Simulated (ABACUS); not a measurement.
SiO$_{2}$: single-point calculation (part 2 of 2)

Continued. System: SiO$_{2}$ (12 atoms in the cell). Method: Kohn-Sham DFT of a periodic cell, PBE, PseudoDojo NC SR 0.4.1 PBE standard, no spin polarisation (ABACUS 3.10.1); cutoff 1142.88 eV, 6×6×6 k-mesh, fermi-dirac of 0.05 eV. The structure derives from a Materials Project entry. It belongs to a series of runs on one base structure; here: atoms moved at random by about 0.05 A.

Geometry of the input (Å; fractional positions):
```
-4.4720  4.4720  2.6118
4.4720  -4.4720  2.6118
4.4720  4.4720  -2.6118
Si 0.8243  0.8293  0.6462
Si 0.1696  0.8224  -0.0034
Si 0.8267  0.1863  0.0060
Si 0.1696  0.1738  0.3494
O  0.0067  0.7971  0.7908
O  0.2078  0.0071  0.2123
O  0.7933  -0.0048  0.7911
O  0.0067  0.2109  0.2092
O  -0.0004  -0.0004  0.4959
O  0.4958  0.0008  0.0028
O  -0.0023  0.4937  -0.0003
O  0.4981  0.4978  0.4979
```

Output, continued:
```
----------------------------------------------------------
     Energy           Rydberg                 eV
----------------------------------------------------------
 E_KohnSham     -299.5856340355      -4076.0716618260
 E_Harris       -299.4921409641      -4074.7996233312
 E_Fermi        0.2006265533         2.7296642950
----------------------------------------------------------

 PW ALGORITHM --------------- ION=   1  ELEC=   6--------------------------------

 Density error is 3.35904829634e-05
                          Error Threshold = 3.50177339181e-07
----------------------------------------------------------
     Energy           Rydberg                 eV
----------------------------------------------------------
 E_KohnSham     -299.5856492007      -4076.0718681588
 E_Harris       -299.5440736765      -4075.5062041320
 E_Fermi        0.2010696591         2.7356930585
----------------------------------------------------------

 PW ALGORITHM --------------- ION=   1  ELEC=   7--------------------------------

 Density error is 2.83206771415e-06
                          Error Threshold = 5.24851296303e-08
----------------------------------------------------------
     Energy           Rydberg                 eV
----------------------------------------------------------
 E_KohnSham     -299.5856510189      -4076.0718928972
 E_Harris       -299.5876045937      -4076.0984726453
 E_Fermi        0.2012141823         2.7376593973
----------------------------------------------------------

 PW ALGORITHM --------------- ION=   1  ELEC=   8--------------------------------

 Density error is 3.27464079519e-07
                          Error Threshold = 4.42510580335e-09
----------------------------------------------------------
     Energy           Rydberg                 eV
----------------------------------------------------------
 E_KohnSham     -299.5856511009      -4076.0718940117
 E_Harris       -299.5842708171      -4076.0531142880
 E_Fermi        0.2011722826         2.7370893231
----------------------------------------------------------

 PW ALGORITHM --------------- ION=   1  ELEC=   9--------------------------------

 Density error is 2.37110799639e-08
                          Error Threshold = 5.11662624249e-10
----------------------------------------------------------
     Energy           Rydberg                 eV
----------------------------------------------------------
 E_KohnSham     -299.5856511493      -4076.0718946711
 E_Harris       -299.5838263460      -4076.0470669484
 E_Fermi        0.2011358486         2.7365936129
----------------------------------------------------------

 PW ALGORITHM --------------- ION=   1  ELEC=  10--------------------------------

 Density error is 2.99997089743e-09
                          Error Threshold = 3.70485624436e-11
----------------------------------------------------------
     Energy           Rydberg                 eV
----------------------------------------------------------
 E_KohnSham     -299.5856511539      -4076.0718947337
 E_KS(sigma->0) -299.5856511539      -4076.0718947337
 E_Harris       -299.5854213949      -4076.0687687023
 E_band         -33.2841247492       -452.8537495318
 E_one_elec     -252.1046503668      -3430.0597372858
 E_Hartree      154.4325163488       2101.1621788222
 E_xc           -81.0499094193       -1102.7405904861
 E_Ewald        -120.8636077167      -1644.4337457840
 E_entropy(-TS) 0.0000000000         0.0000000000
 E_descf        0.0000000000         0.0000000000
 E_exx          0.0000000000         0.0000000000
 E_Fermi        0.2011324356         2.7365471768
----------------------------------------------------------

 charge density convergence is achieved
 final etot is -4076.0718947 eV
 EFERMI = 2.7365471768 eV

 STATE ENERGY(eV) AND OCCUPATIONS    NSPIN == 1
 1/28 kpoint (Cartesian) = 0.0000 0.0000 0.0000 (18347 pws)
       1       -19.4956     0.00925926
       2       -18.5853     0.00925926
       3       -18.2564     0.00925926
       4       -17.9752     0.00925926
       5       -17.6268     0.00925926
       6       -17.4788     0.00925926
       7       -17.3487     0.00925926
       8       -16.9921     0.00925926
       9       -9.17402     0.00925926
      10       -8.79104     0.00925926
      11       -7.54628     0.00925926
      12       -6.10030     0.00925926
      13       -5.92559     0.00925926
      14       -5.79384     0.00925926
      15       -5.49976     0.00925926
      16       -5.36031     0.00925926
      17       -3.42366     0.00925926
      18       -2.90565     0.00925926
      19       -2.77154     0.00925926
      20       -2.61236     0.00925926
      21       -2.21335     0.00925926
      22       -2.14819     0.00925926
      23       -2.07558     0.00925926
      24       -2.05644     0.00925926
      25       -1.93452     0.00925926
      26       -1.61555     0.00925926
      27       -1.37047     0.00925926
      28       -1.19306     0.00925926
      29      -0.887116     0.00925926
      30      -0.698398     0.00925926
      31     -0.0339067     0.00925926
      32      0.0848656     0.00925926
      33        5.43590    3.31356e-26
      34        8.23630    1.57160e-50
      35        8.64838    4.14073e-54
      36        8.77956    3.00336e-55
      37        9.15187    1.75315e-58
      38        9.42852    6.93125e-61
      39        9.55852    5.14863e-62

 2/28 kpoint (Cartesian) = 0.0000 0.018634 0.031907 (18343 pws)
       1       -19.4357      0.0185185
       2       -18.5885      0.0185185
       3       -18.2562      0.0185185
       4       -18.0710      0.0185185
       5       -17.6121      0.0185185
       6       -17.4676      0.0185185
       7       -17.3543      0.0185185
       8       -17.0133      0.0185185
       9       -9.04023      0.0185185
      10       -8.68585      0.0185185
      11       -7.64224      0.0185185
      12       -6.10086      0.0185185
      13       -5.94682      0.0185185
      14       -5.75126      0.0185185
      15       -5.54304      0.0185185
      16       -5.29188      0.0185185
      17       -3.41667      0.0185185
      18       -2.93113      0.0185185
      19       -2.77840      0.0185185
      20       -2.69310      0.0185185
      21       -2.33389      0.0185185
      22       -2.19954      0.0185185
      23       -2.09678      0.0185185
      24       -1.99438      0.0185185
      25       -1.78510      0.0185185
      26       -1.62205      0.0185185
      27       -1.38251      0.0185185
      28       -1.19072      0.0185185
      29      -0.879587      0.0185185
      30      -0.835838      0.0185185
      31      -0.177102      0.0185185
      32     -0.0204652      0.0185185
      33        5.75614    1.09583e-28
      34        8.30479    7.98823e-51
      35        8.80985    3.27760e-55
      36        8.99557    7.98768e-57
      37        9.16479    2.70768e-58
      38        9.48191    4.76587e-61
      39        9.69943    6.14873e-63

 3/28 kpoint (Cartesian) = 0.0000 0.037269 0.063814 (18317 pws)
       1       -19.2857      0.0185185
       2       -18.5927      0.0185185
       3       -18.3125      0.0185185
       4       -18.2325      0.0185185
       5       -17.5849      0.0185185
       6       -17.4447      0.0185185
       7       -17.3711      0.0185185
       8       -17.0518      0.0185185
       9       -8.85181      0.0185185
      10       -8.34709      0.0185185
      11       -7.78055      0.0185185
      12       -6.30422      0.0185185
      13       -5.88501      0.0185185
      14       -5.70135      0.0185185
      15       -5.57121      0.0185185
      16       -5.16824      0.0185185
      17       -3.40138      0.0185185
      18       -3.05219      0.0185185
      19       -2.80559      0.0185185
      20       -2.72319      0.0185185
      21       -2.59692      0.0185185
      22       -2.19489      0.0185185
      23       -2.06919      0.0185185
      24       -2.03140      0.0185185
      25       -1.65926      0.0185185
      26       -1.55592      0.0185185
      27       -1.43645      0.0185185
      28       -1.34822      0.0185185
      29      -0.903030      0.0185185
      30      -0.744943      0.0185185
      31      -0.599646      0.0185185
      32      -0.130970      0.0185185
      33        6.58411    7.04782e-36
      34        8.35635    2.84871e-51
      35        8.81306    3.07402e-55
      36        9.03685    3.49815e-57
      37        9.19324    1.53279e-58
      38        9.53136    1.77245e-61
      39        9.82861    4.64198e-64

 4/28 kpoint (Cartesian) = 0.0000 0.055903 0.095721 (18318 pws)
       1       -19.1813     0.00925926
       2       -18.5980     0.00925926
       3       -18.4302     0.00925926
       4       -18.2487     0.00925926
       5       -17.5713     0.00925926
       6       -17.4276     0.00925926
       7       -17.3867     0.00925926
       8       -17.0691     0.00925926
       9       -8.79499     0.00925926
      10       -8.12216     0.00925926
      11       -7.78150     0.00925926
      12       -6.50349     0.00925926
      13       -5.84576     0.00925926
      14       -5.71669     0.00925926
      15       -5.52954     0.00925926
      16       -5.11210     0.00925926
      17       -3.39059     0.00925926
      18       -3.18503     0.00925926
      19       -2.75755     0.00925926
      20       -2.68770     0.00925926
      21       -2.68413     0.00925926
      22       -2.19516     0.00925926
      23       -2.16430     0.00925926
      24       -2.02811     0.00925926
      25       -1.70071     0.00925926
      26       -1.57593     0.00925926
      27       -1.50143     0.00925926
      28       -1.20625     0.00925926
      29       -1.00476     0.00925926
      30      -0.728551     0.00925926
      31      -0.692717     0.00925926
      32      -0.186629     0.00925926
      33        7.56803    1.00203e-44
      34        7.76164    2.08531e-46
      35        8.59432    1.22065e-53
      36        8.95670    8.68985e-57
      37        9.18892    8.35544e-59
      38        9.44222    5.27016e-61
      39        9.85869    1.27179e-64

 5/28 kpoint (Cartesian) = 0.018634 0.0000 0.031907 (18343 pws)
       1       -19.4316      0.0185185
       2       -18.5970      0.0185185
       3       -18.3131      0.0185185
       4       -17.9775      0.0185185
       5       -17.6310      0.0185185
       6       -17.4828      0.0185185
       7       -17.3512      0.0185185
       8       -17.0148      0.0185185
       9       -9.07302      0.0185185
      10       -8.63587      0.0185185
      11       -7.65337      0.0185185
      12       -6.16882      0.0185185
      13       -5.86859      0.0185185
      14       -5.76393      0.0185185
      15       -5.54315      0.0185185
      16       -5.29713      0.0185185
      17       -3.41817      0.0185185
      18       -2.94102      0.0185185
      19       -2.81497      0.0185185
      20       -2.62661      0.0185185
      21       -2.36966      0.0185185
      22       -2.15850      0.0185185
      23       -2.08237      0.0185185
      24       -1.96304      0.0185185
      25       -1.86490      0.0185185
      26       -1.63363      0.0185185
      27       -1.34941      0.0185185
      28       -1.20547      0.0185185
      29      -0.882166      0.0185185
      30      -0.829193      0.0185185
      31      -0.141600      0.0185185
      32     -0.0544552      0.0185185
      33        5.75782    1.05958e-28
      34        8.30352    8.19377e-51
      35        8.81109    3.19736e-55
      36        8.99975    7.34704e-57
      37        9.18761    1.71560e-58
      38        9.45709    7.82938e-61
      39        9.69486    6.73616e-63

 6/28 kpoint (Cartesian) = 0.018634 0.018634 0.063814 (18320 pws)
       1       -19.3032      0.0185185
       2       -18.4896      0.0185185
       3       -18.4529      0.0185185
       4       -18.1422      0.0185185
       5       -17.6073      0.0185185
       6       -17.4732      0.0185185
       7       -17.3585      0.0185185
       8       -17.0526      0.0185185
       9       -8.63426      0.0185185
      10       -8.50351      0.0185185
      11       -7.88154      0.0185185
      12       -6.34185      0.0185185
      13       -5.81913      0.0185185
      14       -5.66089      0.0185185
      15       -5.60287      0.0185185
      16       -5.16510      0.0185185
      17       -3.41343      0.0185185
      18       -2.96409      0.0185185
      19       -2.89543      0.0185185
      20       -2.76621      0.0185185
      21       -2.58069      0.0185185
      22       -2.16160      0.0185185
      23       -2.06451      0.0185185
      24       -1.89075      0.0185185
      25       -1.70580      0.0185185
      26       -1.59566      0.0185185
      27       -1.43478      0.0185185
      28       -1.18075      0.0185185
      29       -1.12565      0.0185185
      30      -0.793612      0.0185185
      31      -0.562836      0.0185185
      32      -0.119149      0.0185185
      33        6.45675    9.00232e-35
      34        8.39536    1.30546e-51
      35        8.97639    1.17214e-56
      36        9.03345    3.74464e-57
      37        9.35959    5.50247e-60
      38        9.58848    5.65483e-62
      39        9.83072    4.45028e-64

[... levels at 22 further k points ...]

------------------------------------------------------------------------------------------
 TOTAL-FORCE (eV/Angstrom)
------------------------------------------------------------------------------------------
                       Si1        -2.5440865363         0.1660395164        -0.7946988237
                       Si2         0.9361521284         1.8089830690        -0.2714983269
                       Si3        -2.4664639122         0.7496457277        -2.7304048186
                       Si4         1.2014003801         2.1696979961         1.1035868785
                        O1        -0.3397704882        -1.4600264363        -0.1826722321
                        O2        -3.5396553888         0.2597328105        -0.2732811497
                        O3         3.9088137921        -0.3146538814         0.0172858482
                        O4         0.7413958849        -3.0471198355        -0.1150734143
                        O5         0.5937387074         0.4069111519        -0.9448123705
                        O6        -0.4259640530         0.5891998931         0.7335538228
                        O7         1.5760057112        -1.6109428994         2.8931406097
                        O8         0.3584337744         0.2825328879         0.5648739766
------------------------------------------------------------------------------------------

----------------------------------------------------------------
 TOTAL-STRESS (KBAR)
----------------------------------------------------------------
        40.6177819927       -18.7871433840        -0.1616142723
       -18.7871433840        62.5236325355       -16.5218442170
        -0.1616142723       -16.5218442170        30.5102101901
----------------------------------------------------------------
 TOTAL-PRESSURE: 44.550542 KBAR

 --------------------------------------------
 !FINAL_ETOT_IS -4076.0718947337281861 eV
 --------------------------------------------
```

Standard output:
```
ABACUS v3.10.1

               Atomic-orbital Based Ab-initio Computation at UStc

 UNIFORM GRID DIM        : 75 * 75 * 75
 UNIFORM GRID DIM(BIG)   : 75 * 75 * 75
 ---------------------------------------------------------
 Self-consistent calculations for electrons
 ---------------------------------------------------------
 SPIN    KPOINTS         PROCESSORS  THREADS
 1       112             4           4
 ---------------------------------------------------------
 Use plane wave basis
 ---------------------------------------------------------
 ELEMENT NATOM       XC
 Si      4
 O       8
 ---------------------------------------------------------
 Initial plane wave basis and FFT box
 ---------------------------------------------------------
 -------------------------------------------
 SELF-CONSISTENT :
 -------------------------------------------
 START CHARGE      : atomic
 ITER       ETOT/eV          EDIFF/eV         DRHO     TIME/s
 DA1     -4.06173848e+03   0.00000000e+00   3.0853e+00  64.62
 DA2     -4.07328234e+03  -1.15438538e+01   9.7836e-01  44.06
 DA3     -4.07601434e+03  -2.73200805e+00   2.0300e-02  38.50
 DA4     -4.07606607e+03  -5.17276396e-02   1.6677e-03  48.51
 DA5     -4.07607166e+03  -5.59035252e-03   2.2411e-04  42.61
 DA6     -4.07607187e+03  -2.06332789e-04   3.3590e-05  41.89
 DA7     -4.07607189e+03  -2.47384125e-05   2.8321e-06  45.76
 DA8     -4.07607189e+03  -1.11446364e-06   3.2746e-07  48.74
 DA9     -4.07607189e+03  -6.59371309e-07   2.3711e-08  53.31
 DA10    -4.07607189e+03  -6.26696942e-08   3.0000e-09  54.50
----------------------------------------------------------------
 TOTAL-STRESS (KBAR)
----------------------------------------------------------------
        40.6177819927       -18.7871433840        -0.1616142723
       -18.7871433840        62.5236325355       -16.5218442170
        -0.1616142723       -16.5218442170        30.5102101901
----------------------------------------------------------------
 TOTAL-PRESSURE: 44.550542 KBAR
```

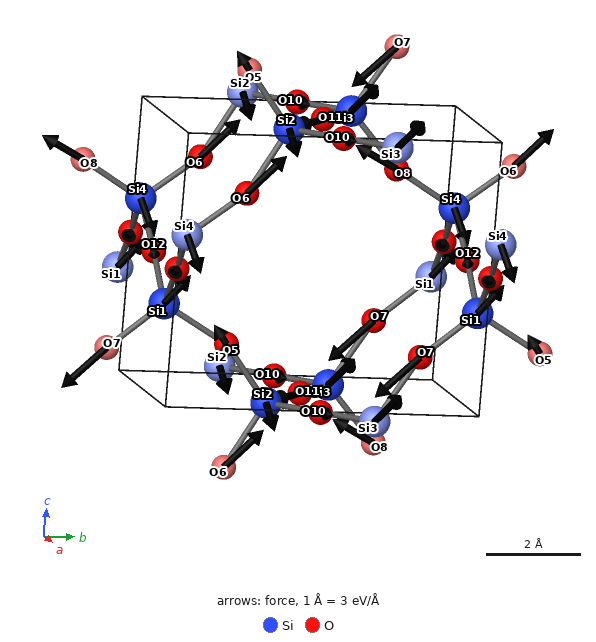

*Forces on the atoms as black arrows (ball-and-stick view of the cell of the calculation, set on other vectors, seen slightly off an axis; neighbours outside the cell are drawn fainter; atoms are numbered from 1 in the order of the input).*

The largest act on O7 (3.92 eV/Å); Si3 (3.76 eV/Å); O11 (3.67 eV/Å); O6 (3.56 eV/Å), among others. The geometry is not a stationary point of this energy.
